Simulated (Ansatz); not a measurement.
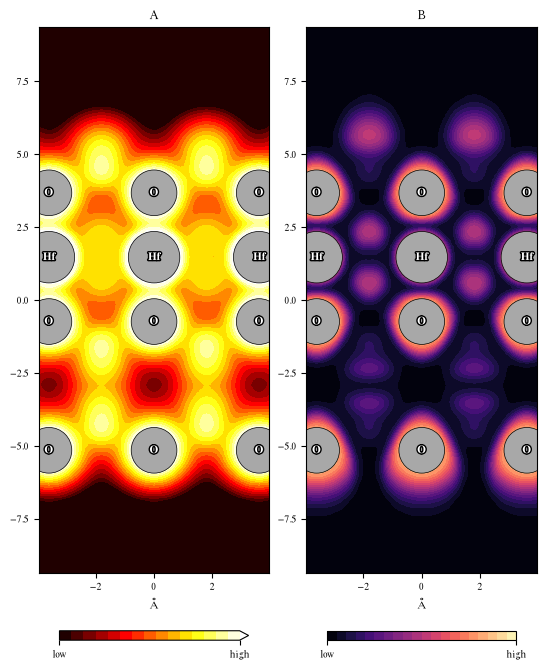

HfO2 (slab): 2 fields on the (010) plane of the calculation cell, a cut from vacuum to vacuum, with unlabelled colour scales. Grey discs cover the atomic cores.

Built by placing these elements on a known structure type; not relaxed (largest force 0.9 eV/Å).

Computed with DFT PBE, scalar-relativistic, plane waves, PAW in Ansatz.

**Which field does each panel show? The fields are: electron localisation function and valence pseudo-density.**

Panel A: valence pseudo-density. Panel B: electron localisation function. From the grid: Hf–O (2.21 Å): the density is about 0.55 e/Å³ at the midpoint; the ELF peaks at about 0.85 in the valence shell of O, 0.6 Å from its nucleus, and drops to about 0.15 between the two atoms (no shared electron pair shows on this line).
